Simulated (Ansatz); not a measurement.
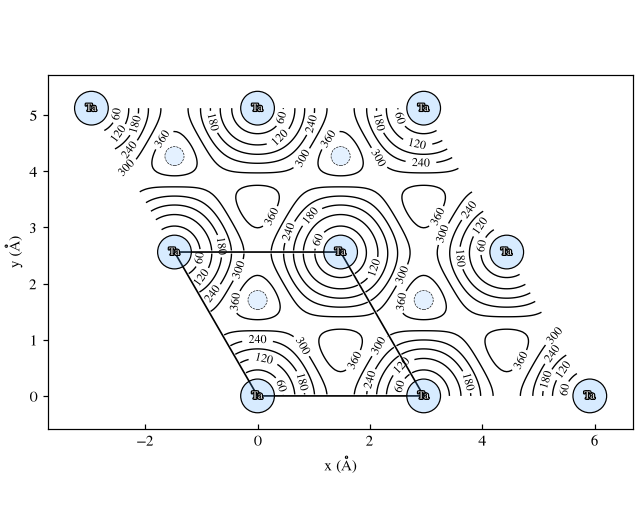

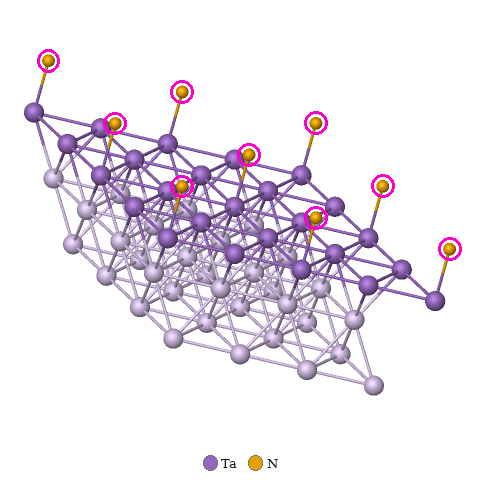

Energy landscape of N on a Ta(111) slab cut from the Fm-3m phase, its upper half relaxed before the scan (12 atoms of substrate and one adsorbate in a 2 × 2 cell). 
- N is moved over the surface cell at a fixed height above a rigid substrate; the origin of the map has the adsorbate above Ta9; the height is held at 2.50 Å.
- Places are given modulo a cell vector. The map is drawn in real space over the plane of the surface.
- The grid has 6 × 6 points; 10 points were computed and 26 follow by symmetry.
- Places are given in fractions of the 1 × 1 surface cell.
- Energies are in meV, from the lowest grid point.
- The runs have no spin polarisation, so an open-shell adsorbate far from the surface lies too high. At a fixed height the lowest place need not be the adsorption site.
- Computed with DFT PBE+D3(BJ), scalar-relativistic, plane waves, PAW (Ansatz). Settings: cutoff 420 eV, k-mesh 6×6×1, gaussian smearing 0.1 eV, no spin polarisation.

Drawn: contour lines labelled in meV, labelled circles for the atoms of the top layer and small ones for the second layer, the outline of one cell of the 2 × 2 shown. Between grid points the surface is interpolated. The second picture is the structure at the lowest point; rings mark the moved atoms.

Q: Summarise what can be read from the map.

A: The lowest grid point is at the top site over a surface Ta atom, (0/6, 0/6) of the cell vectors. No other kind of well shows on this grid. The highest grid point, a threefold hollow over a second-layer Ta atom, (2/6, 4/6) of the cell vectors, lies 406 meV above the lowest. On the interpolated surface the easiest way out of the lowest well to its copy in the next cell or period passes a barrier of about 330 meV. At the lowest point the adsorbate has 1 Ta at 2.50 Å as nearest neighbours, at the highest 3 Ta at 3.03 Å.

Grid values (meV):

```tsv
second ↓, first →	0/6	1/6	2/6	3/6	4/6	5/6
5/6	69	186	335	335	186	69
4/6	231	335	406	335	231	192
3/6	326	335	335	326	335	335
2/6	231	186	231	335	395	335
1/6	69	69	192	335	335	192
0/6	0	69	231	326	231	69
```

The input of one point:

```yaml
crystal:
  lattice:
    - [5.9135916889, 0.0, 0.0]
    - [-2.9567958445, 5.1213206302, 0.0]
    - [0.0, 0.0, 22.1284273952]
  atoms:
    - { symbol: Ta, position: [0.3333333333, 0.1666666667, 0.1807629584] }
    - { symbol: Ta, position: [0.3333333333, 0.6666666667, 0.1807629584] }
    - { symbol: Ta, position: [0.8333333333, 0.1666666667, 0.1807629584] }
    - { symbol: Ta, position: [0.8333333333, 0.6666666667, 0.1807629584] }
    - { symbol: Ta, position: [0.1666666667, 0.3333333333, 0.2898630609] }
    - { symbol: Ta, position: [0.1666666667, 0.8333333333, 0.2898630609] }
    - { symbol: Ta, position: [0.6666666667, 0.3333333333, 0.2898630609] }
    - { symbol: Ta, position: [0.6666666667, 0.8333333333, 0.2898630609] }
    - { symbol: Ta, position: [0.0, 0.0, 0.3989631634] }
    - { symbol: Ta, position: [0.0, 0.5, 0.3989631634] }
    - { symbol: Ta, position: [0.5, 0.0, 0.3989631634] }
    - { symbol: Ta, position: [0.5, 0.5, 0.3989631634] }
    - { symbol: "N", position: [0.0, 0.0, 0.5119400124] }
basis:
  ecutwfc: 420
kpoints:
  mp_grid: { grid: [6, 6, 1] }
hamiltonian:
  xc: pbe
  pseudopotentials: { kind: paw, azcp: { folder: soft_1 } }
  dispersion: d3bj
scf:
  occupations: { method: gaussian, width: 0.1 }
output:
  forces: true
  eigenvalues: true
efield:
  axis: 3
  dipole_correction: true
  ramp_width: 0.04
```

Time for the 10 points that were run: 15 min on 2 threads of Arm Neoverse N1 (shared host).
